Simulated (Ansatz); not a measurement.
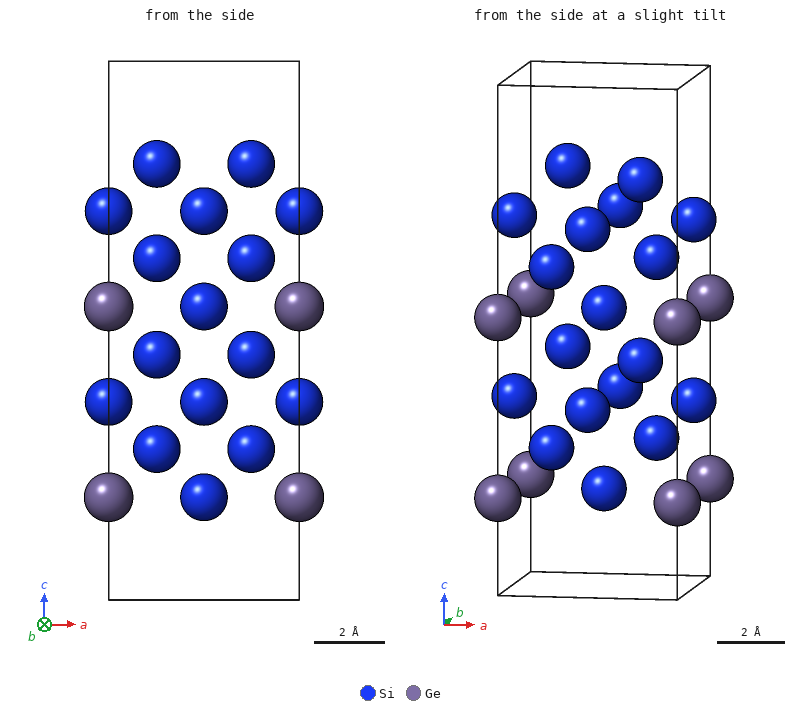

A spheres-only picture of a periodic slab, seen from the side and from the side at a slight tilt. The surface normal points up in side views; the box is the simulation cell.

The cell holds 14 Si, 2 Ge.

Q: Give the termination of both faces.

A: The top face ends in Si, the bottom face in Ge and Si. The faces differ, so the slab can carry a dipole.

Q: What is the thickness of the slab?

A: About 10 Å from the lowest to the highest atom, with about 6 Å of vacuum to the next image.

Q: Give the sequence of planes from the top.

A: Eight planes: Si / Si / Si / SiGe / Si / Si / Si / SiGe.

Provenance: a structure listed in the Materials Project. The cell was then strained or its atoms displaced on purpose. A calculation with Ansatz used it as input.
